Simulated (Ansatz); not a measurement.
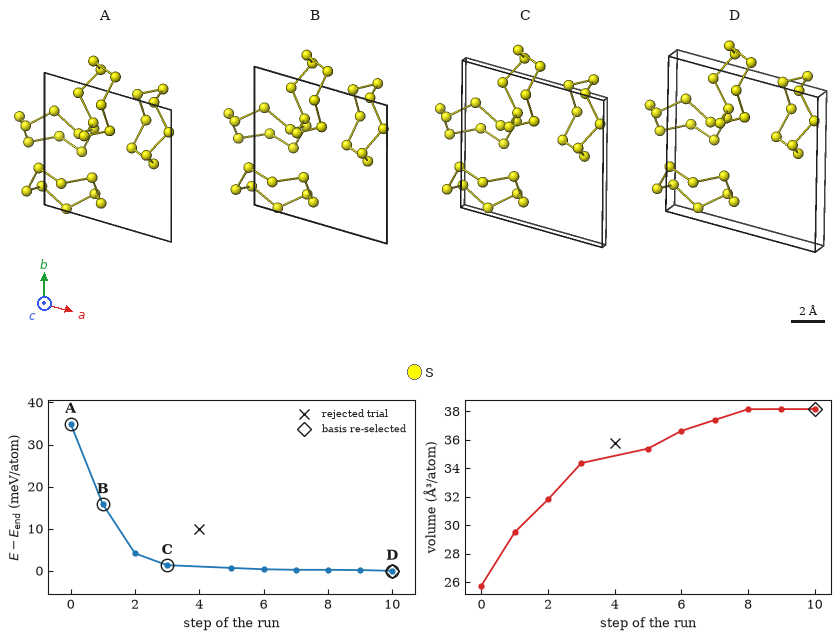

Frames of a relaxation of solid S (built on the alpha type) (coarse preliminary run), marked on the history of the run. Style: ball-and-stick. Shown: the reduced cell, along the c axis. Lengths and directions refer to the drawn axes.

Method: DFT PBE, scalar-relativistic, plane waves, PAW (Ansatz 0.2.0). Set-up: plane-wave cutoff 600 eV; k-point mesh 4 × 4 × 4; occupations gaussian; smearing width 0.05 eV; no spin polarisation; cell and atoms relaxed; force threshold 0.03 eV/Å; at most 60 steps.

### Describe the path.

The largest moves relative to the cell, 0.38 Å, are those of S atoms. The volume changes by +48.1 %, with a = b 8.292 → 9.745 Å (+17.5 %), c 13.314 → 14.476 Å (+8.7 %), α 104.4° → 106.3°, β 104.4° → 106.3°, γ 101.8° → 99.6°. Among the contacts that change: S–S 2.039 → 2.068 Å, S–S 2.058 → 2.070 Å. The space group stays Fddd (No. 70). After 8 accepted moves (10 points after the start) the energy has fallen by 34.9 meV per atom. Largest force component: 0.28 eV/Å at the start, 0.011 eV/Å at the end. The pressure goes from 2.83 to −0.02 GPa. The line search rejected the trial step at point 4 of the run. At 1 point the geometry stayed and the basis and grid were re-selected for the new cell (energy shift of 0.2 meV per atom at most each time). The run took 2.2 min on 16 threads of Intel(R) Xeon(R) 6975P-C (Granite Rapids), with other jobs on the host, peak memory 20 GiB. From step 0 to 1: S atoms move most (0.08 Å), volume +14.6 %, energy −19.1 meV per atom. From step 1 to 3: S atoms move most (0.20 Å), volume +16.5 %, energy −14.5 meV per atom. From step 3 to 10: S atoms move most (0.14 Å), volume +11.0 %, energy −1.3 meV per atom.
